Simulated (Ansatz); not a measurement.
Single-point calculation, with input and output: Hf5N4 (part 2 of 2)

Hf5N4 (slab, 9 atoms in the cell); DFT, r2SCAN, plane waves, PAW, spin-polarised (Ansatz 0.2.0); cutoff 500 eV, 12×12×1 k-mesh, Gaussian smearing of 0.1 eV, collinear spins. Some settings of this run were made unusual or wrong on purpose.

Geometry of the input (Å; fractional positions):
```
3.1831  0.0000  0.0000
-1.5915  2.7566  0.0000
0.0000  0.0000  25.3959
Hf 0.3333  0.6667  0.2953
N  0.6667  0.3333  0.3465
Hf 0.0000  0.0000  0.3977
N  0.3333  0.6667  0.4488
Hf 0.6667  0.3333  0.5000
N  0.0000  0.0000  0.5512
Hf 0.3333  0.6667  0.6023
N  0.6667  0.3333  0.6535
Hf 0.0000  0.0000  0.7047
```

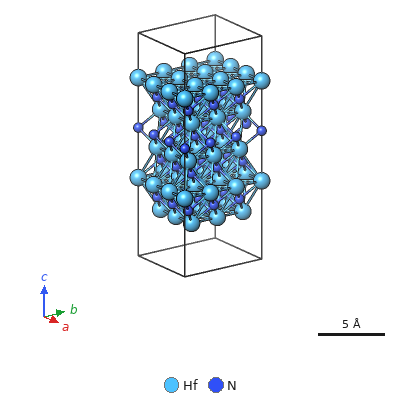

The structure (ball-and-stick view of the 3 × 3 repeat of the cell, with the vacuum cut short, seen slightly off an axis).

```
this state was not tested for a lower state beside it, because the mixer in use, unlike msr1, does not test its closes by its own steps (another_mixer; see scf.mixing.algorithm and scf.lower_state_search)
SCF converged after 21 iterations
Magnetization: 1.4423 μB (75.7212 up, 74.2788 down)
Absolute magnetization: 1.5947 μB (∫|ρ↑−ρ↓|, with the PAW one-centre terms)
Spin contamination: 0.0626 ħ² per cell (⟨S²⟩ above its minimum at these occupations)
Per-site moments (μB) at R_I (Å): [(0.1626367932523957, 0.9284450013029985), (0.014204550180586988, 0.9284450013029985), (-0.01601957324607017, 0.9284450013029985), (0.00634806894331003, 0.9284450013029985), (0.029998572306450335, 0.9284450013029985), (0.006348077051967558, 0.9284450013029985), (-0.01601960045573983, 0.9284450013029985), (0.01420455523329522, 0.9284450013029985), (0.16263683946483012, 0.9284450013029988)]
Free energy (F): -80217.300563 eV
Harris-Foulkes:  -80217.300563 eV  (|F-HF|=1.11e-9)
Internal energy: -80217.283076 eV  (E = F + TS)
E sigma→0 (E₀):  -80217.291819 eV
Entropy (-TS):   -0.017488 eV (-1.943 meV/atom)
Fermi energy:    9.800249 eV
Dipole field:    D = -0.000000 V/Å  (p = -0.000000 e·Å, saw-weighted, corrected)
Work function:   Φ+ = 4.4678 eV   Φ− = 4.4678 eV
Levels:          The Fermi level and band energies are counted from a zero that moves with the ramp; work functions are not
--- Per-component energies (eV) ---
  E_band       = -1342.809754
  E_kinetic    = 2653.750012
  E_local      = -278075.759475  (includes V_loc(G=0)·N_el)
  E_nonlocal   = -6062.033142
  E_hartree    = 137414.794919
  E_xc         = -1660.157211
  E_vxc        = -1811.097892  (∫ρ·V_xc dr)
  E_paw        = -35274.885494  (= ΣΔE_a)
  E_vpaw       = 7031.248988  (= ΣTr[D̂ρ^β])
  E_aug_tail   = 0.000062  (compensation charges beyond the density's cutoff)
  E_vtau       = 91.490844  (kinetic-family band-sum trace: ∫τ·v_τ [+ j·A + Jᵃ·Aᵃ] dr)
  E_efield     = 0.000000  (sawtooth field / dipole correction)
  E_vefield    = 0.000000  (∫n·V_field dr)
  E_ewald      = 100785.517903
  E_core_change = 1.489351  (= ΣΔE_core)
  E_smearing   = -0.017488  (= −TS)
  E_closure    = -0.000000  (closes the sum)
  Σ components = -80217.300563   (vs F -80217.300563, Δ=0.00e0)
--- Forces (eV/Å), atoms counted from 1 ---
  atom   1  Hf     0.00000000     0.00000000    -0.06245251
  atom   2  N     -0.00000000    -0.00000000     0.38774549
  atom   3  Hf     0.00000000     0.00000000    -0.80282264
  atom   4  N      0.00000000     0.00000000     0.00259595
  atom   5  Hf     0.00000000     0.00000000     0.00000000
  atom   6  N      0.00000000    -0.00000000    -0.00259596
  atom   7  Hf    -0.00000000    -0.00000000     0.80282250
  atom   8  N      0.00000000     0.00000000    -0.38774541
  atom   9  Hf     0.00000000    -0.00000000     0.06245250
  max |Σ_I F_I| component: 9.30e-8 eV/Å
--- Stress (GPa, compression-positive) ---
       -0.116250       0.000000       0.000000
        0.000000      -0.116250       0.000000
        0.000000       0.000000       1.288775
  P = ⅓ Tr σ = 0.3521 GPa (3.521 kbar)
--- Band table (eV; the first three rows and the last of 38) ---
  k-point 0 ↑: bands = ["-54.9082", "-54.8151", "-54.8090", "-54.4864", "-54.4864", "-23.5399", "-23.2386", "-22.9682", "-22.7328", "-22.7328", "-22.6592", "-22.6218", "-22.6218", "-22.6135", "-22.6135", "-22.5763", "-22.1606", "-22.1606", "-22.1606", "-22.1606", "-8.6987", "-7.9940", "-7.1930", "-6.6034", "-3.3030", "-3.2993", "-3.2993", "-3.2744", "-3.2361", "-3.2361", "-3.2183", "-3.2153", "-3.2153", "-3.1953", "-3.1901", "-3.1900", "-3.1900", "-3.1884", "-3.1525", "-3.1525", "-3.1440", "-3.1440", "-3.1187", "-3.1186", "-3.1186", "-2.8611", "-2.8560", "-2.8386", "-2.8386", "-2.8385", "-2.8385", "-2.8217", "-2.8217", "-2.8217", "-2.8217", "-2.8010", "-2.7954", "-2.7120", "-2.7120", "0.8041", "1.8658", "3.3040", "3.3446", "3.3446", "4.0764", "4.0764", "5.0442", "5.0442", "5.0497", "6.0069", "6.0069", "7.5832", "7.9152", "9.6207", "9.7429", "9.7429", "9.9262", "10.3777", "10.5819", "10.5819", "11.2126", "11.4851", "11.4851", "12.0990", "12.2004", "12.2004", "12.4904", "12.4904", "12.9920", "13.3292", "13.3292", "13.4165", "13.4165", "13.4720", "13.9796", "14.7549", "14.7549", "14.7667", "14.8218", "15.0111", "16.1322", "16.6482", "16.6482", "17.5464", "18.3187", "18.3187", "19.4236", "20.4194", "21.5651", "21.8992", "22.7075", "22.7891", "23.8921", "23.8921"]
  k-point 1 ↑: bands = ["-54.9049", "-54.8121", "-54.8063", "-54.4835", "-54.4835", "-23.5175", "-23.2283", "-22.9729", "-22.7846", "-22.7472", "-22.7039", "-22.6587", "-22.6332", "-22.6214", "-22.6182", "-22.5780", "-22.2069", "-22.2064", "-22.1705", "-22.1705", "-8.5725", "-7.9125", "-7.1775", "-6.6592", "-3.2978", "-3.2963", "-3.2954", "-3.2716", "-3.2400", "-3.2358", "-3.2134", "-3.2128", "-3.2117", "-3.1942", "-3.1926", "-3.1897", "-3.1889", "-3.1849", "-3.1558", "-3.1527", "-3.1474", "-3.1447", "-3.1239", "-3.1236", "-3.1202", "-2.8598", "-2.8564", "-2.8374", "-2.8368", "-2.8367", "-2.8367", "-2.8243", "-2.8242", "-2.8218", "-2.8218", "-2.7965", "-2.7924", "-2.7167", "-2.7167", "0.9830", "1.9355", "3.0876", "3.4046", "3.4576", "4.1071", "4.2200", "4.4140", "5.0153", "5.4122", "5.4881", "5.8601", "7.6889", "7.7955", "9.2648", "9.8231", "9.8349", "9.9507", "10.3619", "10.6673", "10.7336", "11.1436", "11.6624", "11.6773", "12.1197", "12.1291", "12.4816", "12.5520", "12.9185", "12.9679", "13.0786", "13.1896", "13.5743", "13.7001", "13.9213", "14.2516", "14.4816", "14.7862", "14.8242", "15.3942", "15.5980", "16.1470", "16.7045", "16.9624", "17.7497", "18.3289", "18.3516", "19.5883", "20.8640", "21.6491", "22.1635", "22.5528", "22.9971", "24.0289", "24.0386"]
  k-point 2 ↑: bands = ["-54.8958", "-54.8038", "-54.7990", "-54.4758", "-54.4758", "-23.4557", "-23.2106", "-23.0124", "-22.9033", "-22.8375", "-22.7855", "-22.7408", "-22.6641", "-22.6438", "-22.6172", "-22.5843", "-22.3297", "-22.3276", "-22.1975", "-22.1975", "-8.2329", "-7.7017", "-7.1448", "-6.8045", "-3.2890", "-3.2849", "-3.2816", "-3.2631", "-3.2470", "-3.2356", "-3.2158", "-3.2040", "-3.2004", "-3.1970", "-3.1879", "-3.1852", "-3.1828", "-3.1752", "-3.1633", "-3.1562", "-3.1543", "-3.1470", "-3.1372", "-3.1358", "-3.1256", "-2.8570", "-2.8560", "-2.8355", "-2.8349", "-2.8330", "-2.8329", "-2.8284", "-2.8277", "-2.8211", "-2.8211", "-2.7847", "-2.7831", "-2.7289", "-2.7289", "1.4469", "2.1462", "2.8156", "3.5097", "3.5397", "3.8074", "4.1632", "4.2351", "4.6738", "4.9307", "5.3334", "5.5665", "7.6515", "7.8335", "8.5547", "9.2643", "10.1020", "10.3520", "10.5269", "10.9071", "11.0815", "11.2169", "11.8734", "11.9615", "12.1989", "12.6055", "12.9466", "13.0233", "13.0611", "13.2527", "13.3065", "13.7073", "13.8414", "14.0955", "14.2752", "14.7291", "14.9148", "15.0760", "15.2593", "15.9285", "16.1712", "16.8249", "16.8411", "17.6170", "18.3520", "18.3596", "18.7518", "19.9836", "21.6655", "21.8490", "22.1070", "23.1825", "23.3416", "23.9488", "24.1020"]
  k-point 18 ↓: bands = ["-54.8257", "-54.7787", "-54.7787", "-54.2891", "-54.2891", "-23.3209", "-23.3209", "-23.2774", "-23.1744", "-23.1236", "-23.1236", "-22.8836", "-22.8836", "-22.8464", "-22.4339", "-22.4321", "-22.4286", "-22.4286", "-22.3544", "-22.3544", "-7.1082", "-7.1082", "-6.8611", "-6.8603", "-3.2713", "-3.2485", "-3.2485", "-3.2287", "-3.2172", "-3.2172", "-3.2095", "-3.2006", "-3.2006", "-3.1822", "-3.1808", "-3.1800", "-3.1800", "-3.1609", "-3.1609", "-3.1506", "-3.1506", "-3.1328", "-3.1310", "-3.1171", "-3.1171", "-2.8112", "-2.8112", "-2.8056", "-2.8056", "-2.8032", "-2.8032", "-2.7541", "-2.7541", "-2.7445", "-2.7445", "-2.7192", "-2.7192", "-2.6965", "-2.6965", "2.2602", "2.3914", "2.3914", "3.1514", "3.1514", "3.7713", "3.8519", "3.8519", "3.9598", "3.9598", "4.1894", "4.1973", "9.7384", "9.7384", "10.2956", "10.4471", "10.8172", "10.8172", "11.3350", "11.9467", "11.9467", "12.3707", "12.9841", "12.9841", "13.7147", "13.7147", "14.1986", "14.5993", "14.5993", "15.8352", "15.8352", "15.8777", "16.1354", "16.7631", "16.7631", "17.2262", "17.5249", "17.9183", "17.9183", "19.3547", "19.4053", "19.4645", "19.4645", "20.6293", "20.6293", "20.7575", "20.7575", "20.8317", "21.1442", "21.1907", "21.3968", "21.3968", "21.7004", "21.7005", "22.1452"]
```

### What the run reported

```json
{"quantity": "outcome", "value": "converged"}
{"quantity": "electrons treated", "value": "150"}
{"quantity": "free energy", "value": "−80217.3006 eV"}
{"quantity": "Fermi energy", "value": "9.800 eV"}
{"quantity": "gap on the k-point mesh", "value": "none (metallic)"}
{"quantity": "net moment of the cell", "value": "1.44 μB"}
{"quantity": "integrated absolute moment", "value": "1.59 μB"}
{"quantity": "largest force (length of the vector)", "value": "0.803 eV/Å"}
{"quantity": "wall time", "value": "3.2 min (CPU time 6.1 min)"}
{"quantity": "peak memory", "value": "1.7 GiB"}
```

A setting was made wrong on purpose: an impossible spin (`magnetization`). The system has too few electrons for this moment. The run converged all the same; its numbers are those of the faulty input and shouldn't be used. Notes on the run: the state was not tested for a lower one.
